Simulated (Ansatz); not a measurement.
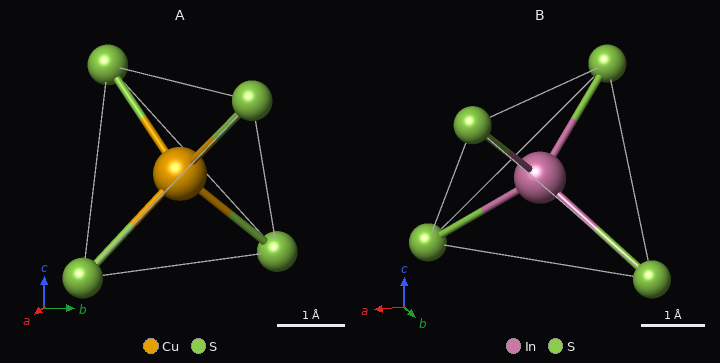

Coordination polyhedra in InCuS₂ (I-42d). The shape measure S (0 to 100) is the computed least-squares distance from an ideal polyhedron; S = 0 means ideal. Source: a calculation's input that goes back to an entry of the Crystallography Open Database (an earlier step may have relaxed or displaced it).

Question: Name each polyhedron.

Answer: A. CuS4: a slightly distorted tetrahedron (coordination number 4, S = 0.14; next best see-saw, S = 9.1); mean bond 2.29 Å.
B. InS4: an essentially ideal tetrahedron (coordination number 4, S = 0.09; next best see-saw, S = 8.6); mean bond 2.52 Å.
